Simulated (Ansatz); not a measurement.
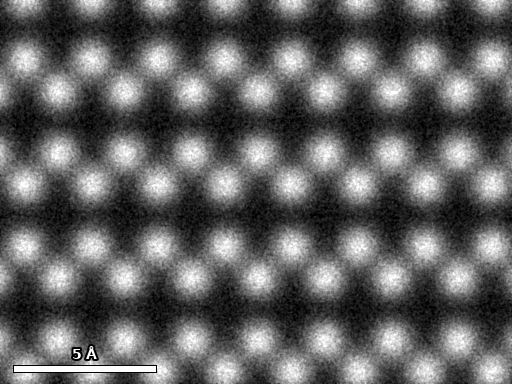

Dark-field STEM-like image of Na (P6_3/mmc, No. 194) along [201]. The image is simulated as a sum over atoms of Z^1.6, blurred by a 1.03 Å probe (no channelling). The probe carries 25 % of its weight in a tail 2.5 times as wide. The display is stretched by a gamma of 0.8; percentages refer to the linear signal. Shot noise was added. Atomic positions: the input geometry of an electronic-structure calculation (not necessarily at equilibrium); the starting structure was generated, so it need not be a known form of this composition.

Q: Describe what the image shows.

A: The columns repeat on a centred rectangular net of 2.35 × 6.60 Å (plane group c2mm). All columns are alike (Na). The shortest distance between visible columns is 1.61 Å in projection. Along the beam the structure repeats every 9.69 Å.
